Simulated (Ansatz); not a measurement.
Ru

Input file:

```
crystal:
  lattice:
    - [2.7057993342, 0.04058699, 0.04058699]
    - [-1.3177503027, 2.322997466, 0.0148558694]
    - [0.0642285, 0.0642285, 4.2819]
  atoms:
    - { symbol: Ru, position: [0.3333333333, 0.6666666667, 0.25] }
    - { symbol: Ru, position: [0.6666666667, 0.3333333333, 0.75] }
kpoints:
  mp_grid: { grid: [14, 14, 8] }
scf:
  occupations: { method: fermi_dirac, width: 0.03 }
hamiltonian:
  xc: pbesol
  pseudopotentials: { kind: paw }
output:
  forces: true
  stress: true
  eigenvalues: true
  efg: { contact_densities: true }
  write_density: true
  write_potential: true
  elf: true
  volumetric_format: npy
```

Launched as:

```sh
ansatz run input.yaml --threads 1 --pin off --max-ram 3072MiB --backend cpu --events-out ev --progress --plain --runs-dir out
```

Below, planes, directions and counts refer to the conventional cell (a = 2.67 Å, b = 2.71 Å, c = 4.28 Å, α = 91.73°, β = 90.64°, γ = 118.70°).

Space group P-1; changed on purpose from its base cell (equal xy, yz and zx shear strains of +3 %, PAW files); computed pressure about −5 GPa in this cell; computed without spin polarisation.

Level of theory: Ansatz, DFT, PBEsol, PAW with Ansatz's default frozen-core files, scalar-relativistic.

> What will maps of the valence pseudo-density and electron localisation function show?

Ru–Ru (2.67 Å): ρ at the midpoint is about 0.41 e/Å³; the ELF is about 0.30 at the midpoint.
Ru–Ru (2.71 Å): ρ at the midpoint is about 0.39 e/Å³; the ELF is about 0.30 at the midpoint.

> Does the calculation give a band gap?

It is metallic or semimetallic at this level of theory: no gap opens.

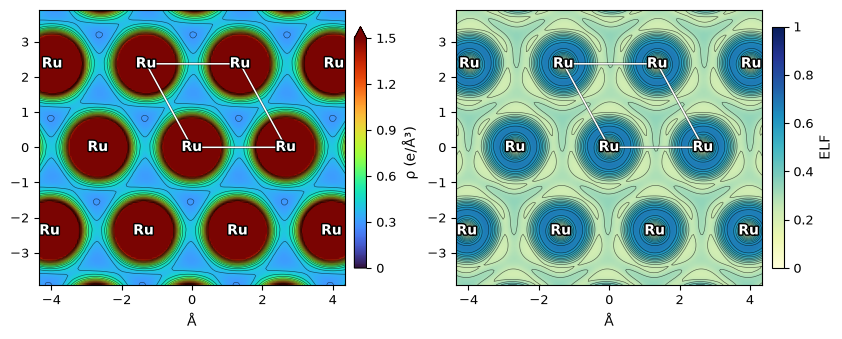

Computed valence pseudo-density and electron localisation function on the (001) plane of the conventional cell, in this order. 

Core electrons are frozen (PAW), and the valence fields are smoothed inside the atomic spheres.
